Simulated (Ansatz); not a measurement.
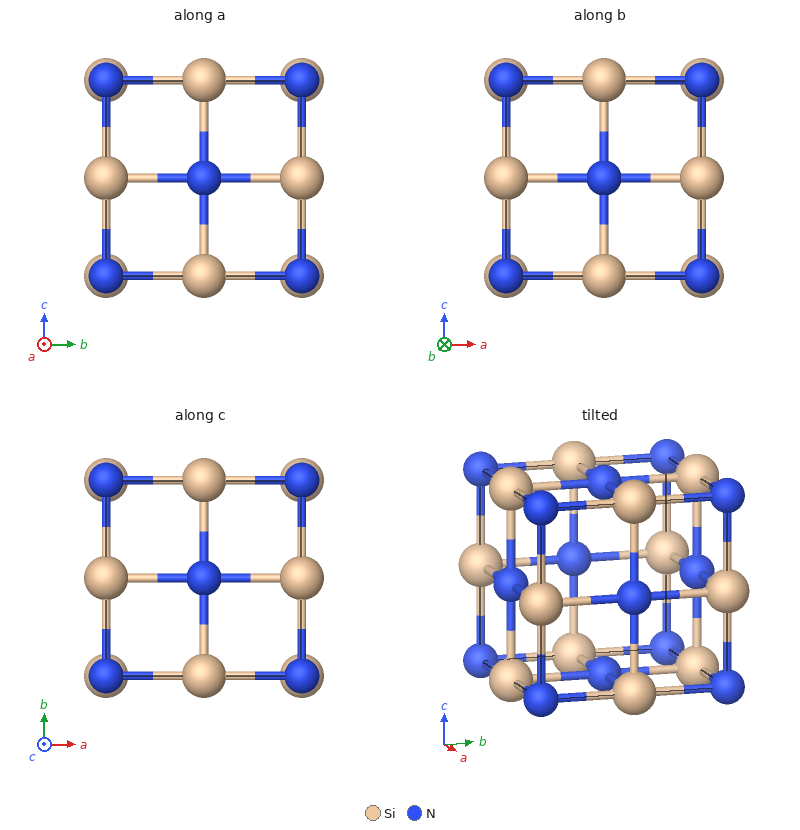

The crystal in a ball-and-stick representation, seen along the a axis, along the b axis, along the c axis and slightly off an axis. Lines trace the edges of the conventional unit cell.

Lattice parameters: a = 3.8297 Å, b = 3.8297 Å, c = 3.8297 Å, α = 90.000°, β = 90.000°, γ = 90.000°.

Write down what is shown as a CIF with its space group and independent sites.

```cif
data_structure
_symmetry_space_group_name_H-M 'P m -3 m'
_symmetry_Int_Tables_number 221
_cell_length_a 3.8297
_cell_length_b 3.8297
_cell_length_c 3.8297
_cell_angle_alpha 90.000
_cell_angle_beta 90.000
_cell_angle_gamma 90.000
_cell_volume 56.17
loop_
_atom_site_label
_atom_site_type_symbol
_atom_site_symmetry_multiplicity
_atom_site_Wyckoff_symbol
_atom_site_fract_x
_atom_site_fract_y
_atom_site_fract_z
_atom_site_occupancy
Si1 Si 3 d 0.0000 0.0000 0.5000 1
N1 N 1 a 0.0000 0.0000 0.0000 1
N2 N 3 c 0.0000 0.5000 0.5000 1
```

The structure comes from a structure type filled with these elements by a generator (whether the compound takes this form wasn't checked). This is the structure after a relaxation with DFT PBE, scalar-relativistic, plane waves, PAW (Ansatz 0.2.0).
